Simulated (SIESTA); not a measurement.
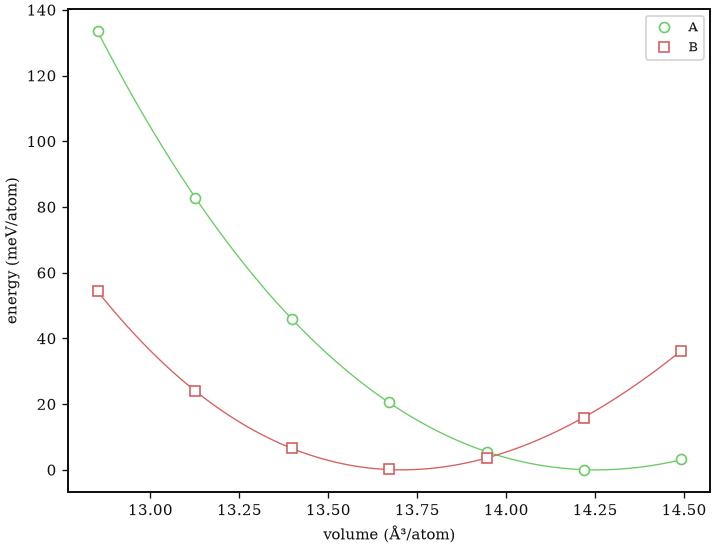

The figure compares two calculations of the energy against volume, each curve from its own zero. The first is for Rh, space group Fm-3m (No. 225).

The cell holds 1 atom.

How it was computed, with SIESTA 5.4.2: DFT in numerical atomic orbitals with pseudopotentials, no spin polarisation; energies at scaled volumes of the given cell, shape and fractions fixed, counted from the fit's minimum, third-order Birch-Murnaghan fit. Level: PBE.

k mesh 12×12×12; occupations Fermi–Dirac; smearing width 0.05 eV; potentials PseudoDojo 0.4 standard, converted to PSML, two zetas on semicore shells; program settings basis DZP, mesh cutoff 800 Ry.

In the second, the level changes from PBE to PBEsol.

Which of A and B is the second calculation, and what did the change do?

Answer. B. The equilibrium volume falls from 14.25 to 13.71 Å³/atom (−3.8 %) and the bulk modulus rises from 254 to 288 GPa (+13 %).

For both, limits of the calculation: mulliken charges of long orbitals.

V0 and the bulk modulus come from third-order Birch–Murnaghan fits.
